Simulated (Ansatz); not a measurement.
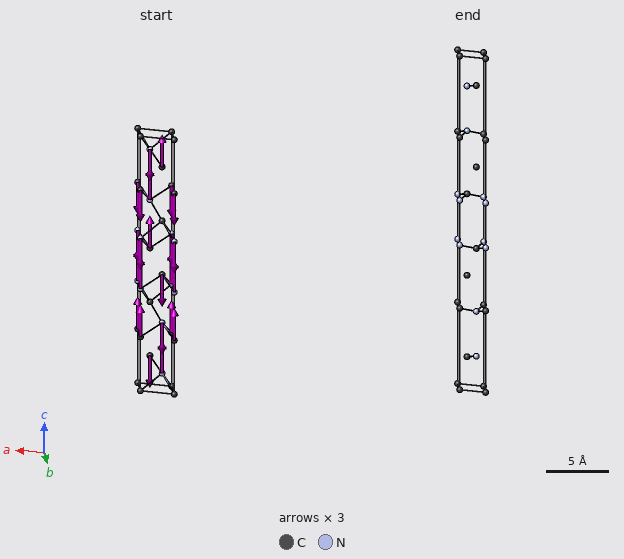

The structure of crystalline C$_{3}$N$_{2}$ (a generated structure, set up in R-3m) (coarse preliminary run) before (left) and after (right) a relaxation, at one scale. The purple arrows give the displacements (the part carried along by the change of the cell is left out), magnified 3 times.

The picture is a ball-and-stick view of the conventional cell (3 times the calculation's cell), seen from a free direction. Lengths and directions refer to the drawn axes.

All numbers below come from DFT PBE, scalar-relativistic, plane waves, PAW in Ansatz 0.2.0.

Input
```yaml
crystal:
  lattice:
    - [1.52854336, 0.88250492, 7.04342538]
    - [-1.52854336, 0.88250492, 7.04342538]
    - [0.0, -1.76500985, 7.04342538]
  atoms:
    - { symbol: C, position: [0.0, 0.0, 0.0] }
    - { symbol: C, position: [0.21170001, 0.21170001, 0.21170001] }
    - { symbol: C, position: [0.78829999, 0.78829999, 0.78829999] }
    - { symbol: "N", position: [0.40079999, 0.40079999, 0.40079999] }
    - { symbol: "N", position: [0.59920001, 0.59920001, 0.59920001] }
basis:
  ecutwfc: 420
kpoints:
  mp_grid: { grid: [6, 6, 6] }
hamiltonian:
  xc: pbe
scf:
  occupations: { method: gaussian, width: 0.1 }
  lower_state_search: "off"
output:
  forces: true
  stress: true
  eigenvalues: true
relax:
  adjacent_minimum: "off"
  f_tol: 0.04
  max_steps: 70
  cell: { stress_tol: 0.4 }
```

Run as
```bash
ansatz run input.yaml --threads 1 --pin off --max-ram 2560MiB --backend cpu --events-out ev --progress --plain --runs-dir out
```

Summarise the run.

Answer. The largest moves relative to the cell, 0.90 Å, are those of C2 and C3. C3 goes along −c. Largest moves by element: C 0.90 Å, N 0.89 Å. The volume changes by −23.1 %, with a = b 3.057 → 2.341 Å (−23.4 %), c 21.130 → 27.714 Å (+31.2 %). Among the contacts that change: C1–N4 2.269 → 3.072 Å, C2–N5 2.104 → 1.381 Å. The space group stays R-3m (No. 166). After 25 accepted moves (31 points after the start) the energy has fallen by 12.545 eV per cell of the calculation. Largest force component: 3.3 eV/Å at the start, 0.018 eV/Å at the end. The pressure goes from −40.05 to 0.16 GPa. The line search rejected the trial step at point 18 of the run. At 5 points the geometry stayed and the basis and grid were re-selected for the new cell (energy shift of 79.5 meV per cell of the calculation at most each time). Cost: 59 s on 1 thread of Arm Neoverse V1, on a shared host, peak memory 0.33 GiB.
